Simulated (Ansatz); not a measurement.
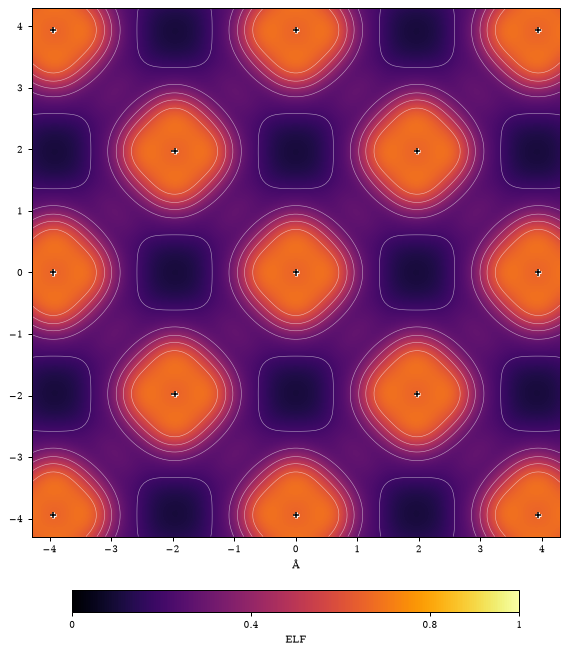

The electron localisation function on a plane through atoms (crosses mark nuclei in the plane).

The calculation used Ansatz, DFT r2SCAN, scalar-relativistic, plane waves, PAW.

Candidates:
A. Pt, a = 3.94 Å, b = 3.94 Å, c = 3.94 Å, α = 90.00°, β = 90.00°, γ = 90.00°. Space group Fm-3m.
B. W12S23 (cell charge −1, with a compensating background) (cell with a defect), a = 6.36 Å, b = 8.42 Å, c = 13.07 Å, α = 90.00°, β = 90.00°, γ = 100.89°. Spin-polarised.
C. Al, a = 3.99 Å, b = 3.99 Å, c = 3.99 Å, α = 90.00°, β = 90.00°, γ = 90.00°. Space group Fm-3m; computed without spin polarisation.

Which system is this?

Answer. Candidate A: Pt on the (100) plane of the conventional cell, which holds Pt. Pt–Pt (2.79 Å): the ELF is about 0.30 at the midpoint; no localised pair shows between them.
